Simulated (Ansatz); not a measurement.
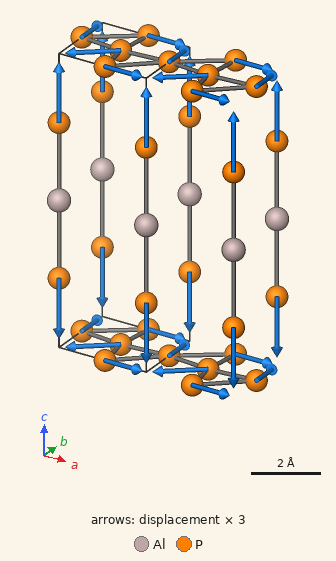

This is a relaxation of solid AlP$_{5}$ (a generated structure, set up in P-62m) (coarse preliminary run). The starting structure is drawn; blue arrows show the displacements (the part carried along by the change of the cell is left out), 3 times their true length.

A ball-and-stick model of the cell of the calculation, repeated 2 × 1 × 1 with one cell outlined, seen slightly off an axis.

Level of theory: Ansatz, DFT PBE, scalar-relativistic, plane waves, PAW. Settings: plane-wave cutoff 420 eV; k-point mesh 6 × 6 × 2; occupations gaussian; smearing width 0.1 eV; no spin polarisation; cell and atoms relaxed; force threshold 0.04 eV/Å; at most 70 steps.

### Which element moves most?

Phosphorus: up to 0.61 Å, against 0.00 Å for aluminium.

### What did the optimiser do to the structure, and how much energy did it gain?

The largest moves relative to the cell, 0.61 Å, are those of P atoms. Al stays in place. The drawn cell changes as follows: a = b 3.871 → 5.235 Å (+35.2 %), c 8.821 → 7.887 Å (−10.6 %); the volume changes by +63.5 %. Some distances before and after: P–P 4.152 → 2.491 Å, P–P 1.944 → 2.882 Å, P–P 2.911 → 3.540 Å, P–P 2.768 → 2.290 Å. New bonds form: P–P (2.77 → 2.29 Å). Bonds break: P–P (1.94 → 2.88 Å). The space group stays P-62m (No. 189). The energy falls by 1065 meV per atom in 14 accepted moves (17 points after the start). The largest force component goes from 1.2 to 0.018 eV/Å. Pressure: 31.05 GPa at the start and 0.02 GPa at the end. The line search rejected the trial step at point 9 of the run. The SCF was repeated twice at an unchanged geometry on a basis and grid sized afresh for the cell, which shifted the energy by 32.4 meV per atom at most.
